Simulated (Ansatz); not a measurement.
The coordinates of a crystal:

```
C
1.0
     2.33466    0.00000    0.00000
    -1.16733    2.02188    0.00000
     0.00000    0.00000    8.61356
C
2
Direct
  0.33333 0.66667 0.50000
  0.66667 0.33333 0.50000
```

### What crystal do these data define?

The element is carbon. The cell holds two atoms. C is linked to three C in a trigonal planar arrangement at 1.35 Å. The bonds build C layers parallel to (001).

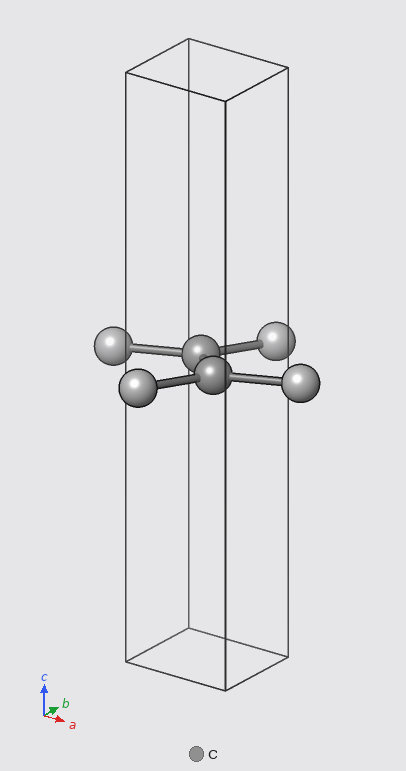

A ball-and-stick rendering, viewed slightly off an axis. The edges of the simulation cell are marked. Neighbours across the faces are drawn wherever a bond reaches them, in fainter colours. Colours: carbon grey.

It goes back to a structure listed in the Materials Project. The cell was then strained or its atoms displaced on purpose. A calculation with Ansatz used it as input.

At this level of theory the cell isn't at rest (compressed, at 21 GPa), so its distances can differ from those at equilibrium, the more so the softer the solid.
